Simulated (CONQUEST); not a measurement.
# Sn: 7 runs along one coordinate

System: Sn (Immm, 2 atoms in the cell).
Method: Kohn-Sham DFT of a periodic cell, PBE, PseudoDojo NC PBE, no spin polarisation (CONQUEST 1.3).

The 7 runs differ only in the geometry, by an even scaling of the cell at fixed fractional positions. The structure derives from a Materials Project entry.

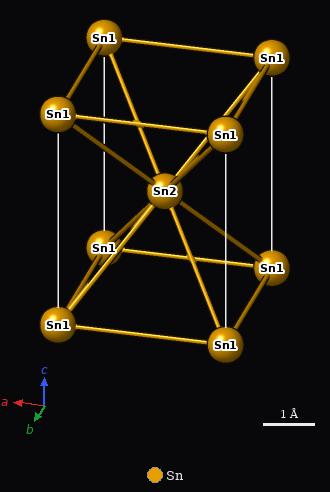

Figure 1. The structure of run 4 (ball-and-stick view of the cell of the calculation, seen at an oblique angle; atoms are numbered from 1 in the order of the input).

## Input of run 4
```
IO.Title Sn
IO.Coordinates coords.dat
IO.FractionalAtomicCoords T
IO.Iprint 2
IO.Iprint_init 1
General.NumberOfSpecies 1
General.PseudopotentialType hamann
AtomMove.TypeOfRun static
AtomMove.FullStress T
Grid.PointsAlongX 36
Grid.PointsAlongY 36
Grid.PointsAlongZ 48
DM.SolutionMethod diagon
Diag.MPMesh T
Diag.GammaCentred T
Diag.MPMeshX 8
Diag.MPMeshY 8
Diag.MPMeshZ 6
Diag.kT 0.00183747
minE.SCTolerance 1e-6
SC.MaxIters 100
IO.AtomChargeOutput T
%block ChemicalSpeciesLabel
1 118.710 Sn
%endblock
```

Command:
```bash
Conquest
```

Lattice vectors (Å) and fractional positions of run 4:
```
   3.453078    0.000000    0.000000
   0.000000    3.551094    0.000000
   0.000000    0.000000    4.676684
Sn  0.000000  0.000000  0.000000
Sn  0.500000  0.500000  0.500000
```

Run 6 has the same physical settings and fractional positions; its lattice vectors (Å) are:
```
   3.498518    0.000000    0.000000
   0.000000    3.597824    0.000000
   0.000000    0.000000    4.738226
```

## Results, with one run withheld

| run | volume per atom (Å³) | free energy per atom, from the lowest run given (meV) | pressure (GPa) |
| --- | --- | --- | --- |
| 1 | 26.953 | 16.04 | 3.06 |
| 2 | 27.526 | 7.22 | 1.89 |
| 3 | 28.100 | 2.21 | 0.99 |
| 4 | 28.673 | 0.00 | 0.17 |
| 5 | 29.247 | 1.17 | −0.82 |
| 6 | 29.820 | ? | ? |
| 7 | 30.394 | 12.19 | −2.13 |

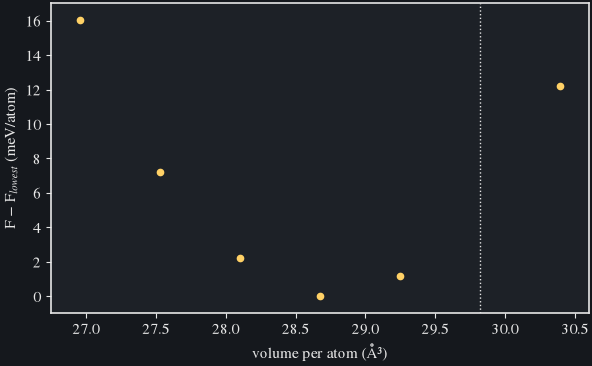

Figure 2. Free energy per atom of the runs given; the dotted line marks run 6.

Fit the runs given and predict run 6.

A cubic polynomial in V^(−2/3) (the Birch–Murnaghan form), fitted to the 6 runs given, misses them by at most 0.15 meV per atom. With x = V^(−2/3) − 0.10732 Å⁻², it reads F = 0.48084 + 1166.5 x + 7.5011e+05 x² − 9.5108e+06 x³ (meV per atom). At run 6 it gives 5.26 meV per atom, and the run itself gives 5.54. The slope of the fit gives a pressure −dF/dV of −1.54 GPa there, and the run prints −1.57 GPa. The fit has its minimum at 28.751 Å³ per atom, where V d²F/dV² gives 43.4 GPa. Cell shape and fractional positions are held, so this is the stiffness under even scaling; the relaxed bulk modulus wasn't computed.

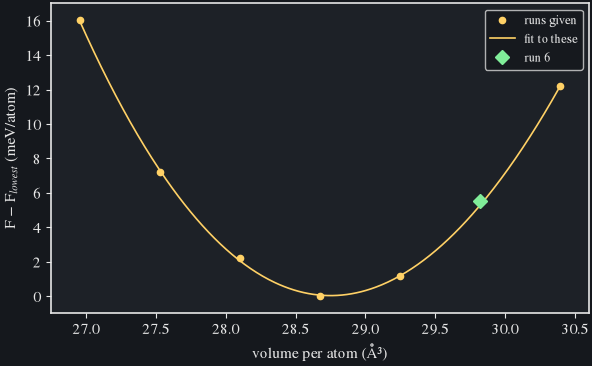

Figure 3. The fit and the withheld run.

## Some lines of the output (run 6)
```
[...]
          DFT Total Energy                 :      -157.582128314658888 Ha
          Free Energy (E-TS)               :      -157.585304053257715 Ha
          DFT Total Energy                 :      -157.584404046362295 Ha
          Free Energy (E-TS)               :      -157.584955340744614 Ha
          DFT Total Energy                 :      -157.584574921624892 Ha
          Free Energy (E-TS)               :      -157.584954223861132 Ha
          DFT Total Energy                 :      -157.584576376471517 Ha
          Free Energy (E-TS)               :      -157.584954481118928 Ha
          DFT Total Energy                 :      -157.584576574815685 Ha
          Free Energy (E-TS)               :      -157.584954416949984 Ha
          DFT Total Energy                 :      -157.584576534026951 Ha
      | Free Energy as E-TS      =      -157.584954416949984 Ha
      |* DFT total energy        =      -157.584576534026951 Ha
    force: Average pressure:     -1.56785239 GPa
```

Notes: With a small basis of atomic orbitals these values can differ much from converged plane-wave results.
